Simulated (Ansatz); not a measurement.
```
CELL_PARAMETERS angstrom
0.00000 3.85100 3.85100
3.85100 0.00000 3.85100
3.85100 3.85100 0.00000
ATOMIC_POSITIONS crystal
Mg 0.00083 0.99784 0.00025
O 0.24988 0.25071 0.24929
Mg 0.00208 0.99984 0.49863
O 0.26476 0.24562 0.74440
Mg 0.00084 0.50147 0.00025
O 0.24987 0.75051 0.24929
Mg 0.00085 0.50148 0.49658
O 0.24987 0.75051 0.74950
Mg 0.49921 0.99984 0.00150
O 0.74498 0.24562 0.26417
Mg 0.49921 0.99984 0.49863
O 0.74498 0.24562 0.74440
Mg 0.49718 0.50147 0.00026
O 0.75008 0.75051 0.24929
Mg 0.49921 0.50271 0.49863
O 0.74498 0.76539 0.74440
H 0.87492 0.37560 0.87430
```

Spin-polarised.

These are results of Ansatz 0.2.0, DFT PBE-D3(BJ), scalar-relativistic, plane waves, PAW, not measurements.

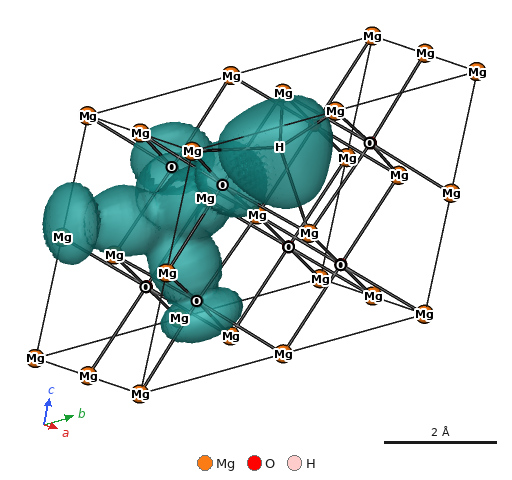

Mg8HO8 (cell with a defect). Isosurface of the magnetisation density (up minus down) at +0.01 e/Å³ (teal), seen slightly off an axis. Sticks mark near contacts.

In a PAW calculation such maps are meaningful between the atoms, not at the nuclei.

Q: Describe the spin distribution.

A: The spin density sits on H: +0.4 μB in one cell of 17 atoms, with smaller moments on other sites: O (up to +0.09 μB): with much of the spin spread outside that site. The cell of the calculation (17 atoms) carries 0.9 μB of net spin moment.
